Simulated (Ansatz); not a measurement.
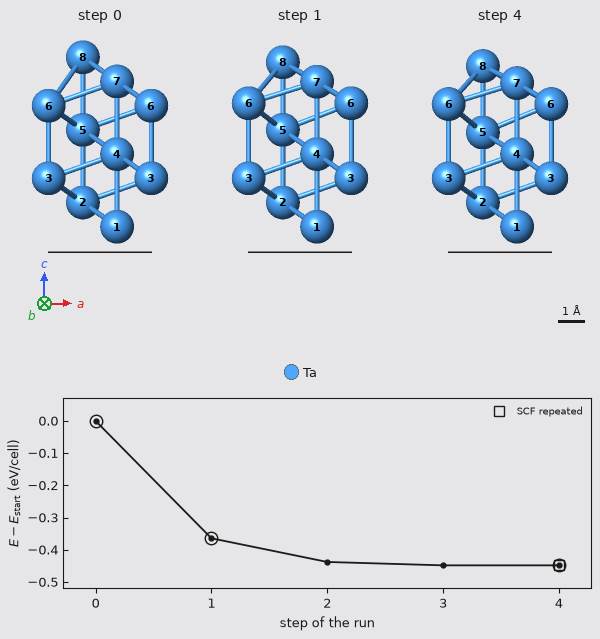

Frames of a constrained relaxation of a slab of composition Ta (cut from the Im-3m phase), marked on the history of the run. A ball-and-stick model of the 1 × 2 repeat of the cell, outlined in the plane, without the vacuum, seen along the b axis.

Case: clean slab, lower half held. The slab is the (1 1 1) face of Ta. 4 atoms are held fixed.

The calculation used DFT PBEsol, scalar-relativistic, plane waves, PAW in Ansatz 0.2.0.

Input
```yaml
crystal:
  lattice:
    - [4.6393552033, 0.0, 0.0]
    - [-2.3196776017, 4.0177994633, 0.0]
    - [0.0, 0.0, 23.6290309072]
  atoms:
    - { symbol: Ta, position: [0.6666666667, 0.3333333333, 0.359726983] }
    - { symbol: Ta, position: [0.3333333333, 0.6666666667, 0.3998049879] }
    - { symbol: Ta, position: [0.0, 0.0, 0.4398829927] }
    - { symbol: Ta, position: [0.6666666667, 0.3333333333, 0.4799609976] }
    - { symbol: Ta, position: [0.3333333333, 0.6666666667, 0.5200390024] }
    - { symbol: Ta, position: [0.0, 0.0, 0.5601170073] }
    - { symbol: Ta, position: [0.6666666667, 0.3333333333, 0.6001950121] }
    - { symbol: Ta, position: [0.3333333333, 0.6666666667, 0.640273017] }
basis:
  ecutwfc: 420
kpoints:
  mp_grid: { grid: [6, 6, 1] }
hamiltonian:
  xc: pbesol
scf:
  occupations: { method: gaussian, width: 0.1 }
output:
  forces: true
  eigenvalues: true
relax:
  adjacent_minimum: "off"
  f_tol: 0.03
  max_steps: 70
  constraints: [{ sites: [0, 1, 2, 3] }]
efield:
  axis: 3
  dipole_correction: true
  ramp_width: 0.04
```

Run as
```bash
ansatz run input.yaml --threads 4 --pin off --max-ram 10240MiB --backend cpu --events-out ev --progress --plain --runs-dir out
```

Question: What happens along the run?

Answer: Over 3 accepted moves (4 points after the start) the energy falls by 0.448 eV per cell of the calculation. Largest force component: 2.2 eV/Å at the start, 0.023 eV/Å at the end. 1 step only repeated the SCF at the same geometry. The largest move is that of Ta8, 0.34 Å along the normal (−c). The cell doesn't change. Among the contacts that change: Ta5–Ta8 2.841 → 2.601 Å, Ta6–Ta8 3.281 → 3.064 Å, Ta2–Ta5 2.841 → 2.738 Å, Ta7–Ta8 2.841 → 2.760 Å. Cost: 46 s on 4 threads of Arm Neoverse N1, on a shared host, peak memory 0.89 GiB. From step 0 to 1: Ta8 moves most (0.19 Å), energy −0.364 eV per cell of the calculation. From step 1 to 4: Ta8 moves most (0.15 Å), energy −84.0 meV per cell of the calculation.
